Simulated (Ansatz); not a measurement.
Pt (P-6m2, No. 187): coordinates from a relaxation with DFT PBEsol, scalar-relativistic, plane waves, PAW (Ansatz); the starting structure was generated, so it need not be a known form of this composition.

```cif
data_structure
_symmetry_space_group_name_H-M 'P 1'
_symmetry_Int_Tables_number 1
_cell_length_a 2.7482
_cell_length_b 2.7482
_cell_length_c 18.4438
_cell_angle_alpha 90.000
_cell_angle_beta 90.000
_cell_angle_gamma 120.000
_cell_volume 120.63
loop_
_atom_site_label
_atom_site_type_symbol
_atom_site_fract_x
_atom_site_fract_y
_atom_site_fract_z
_atom_site_occupancy
Pt1 Pt 0.00000 0.00000 0.74846 1
Pt2 Pt 0.33333 0.66667 0.87354 1
Pt3 Pt 0.00000 0.00000 0.00000 1
Pt4 Pt 0.33333 0.66667 0.12646 1
Pt5 Pt 0.00000 0.00000 0.25154 1
Pt6 Pt 0.66667 0.33333 0.37496 1
Pt7 Pt 0.33333 0.66667 0.50000 1
Pt8 Pt 0.66667 0.33333 0.62504 1
```

What will an iDPC-like image along [001] show? Simulated as the projected potential of neutral atoms (B = 0.5 Å²) blurred by a 0.82 Å probe, the thin-sample limit of integrated differential phase contrast. Shot noise was added.

Answer. The columns repeat on a hexagonal net with a repeat of 2.75 Å (plane group p6mm). The brightest columns hold 3 Pt per repeat; in falling brightness follow 2 Pt (about 55 %). Brightness is counted from the darkest point of the image. The shortest distance between visible columns is 1.59 Å in projection. Along the beam the structure repeats every 18.44 Å.

```
column  atoms along the beam per repeat  peak brightness
    Pt                             3 Pt            100 %
    Pt                             2 Pt             55 %
```

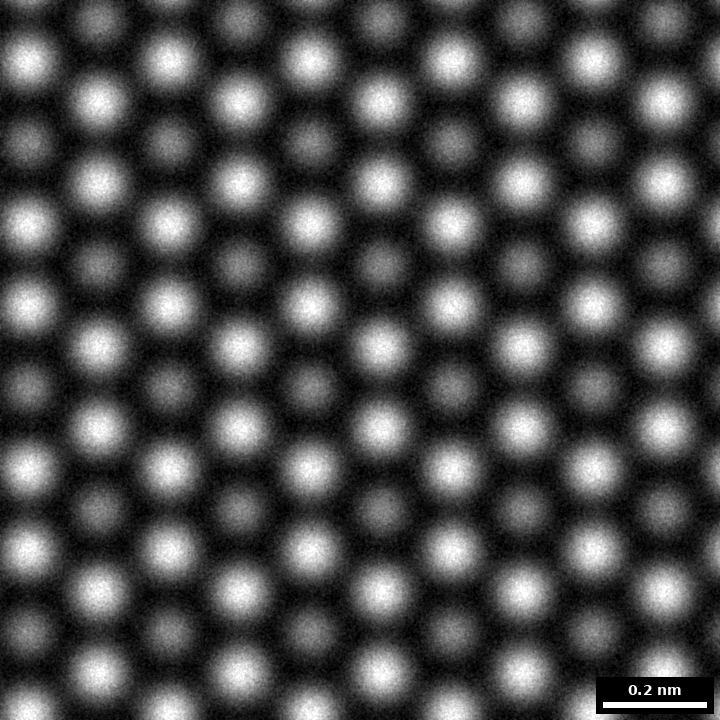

The simulated image.
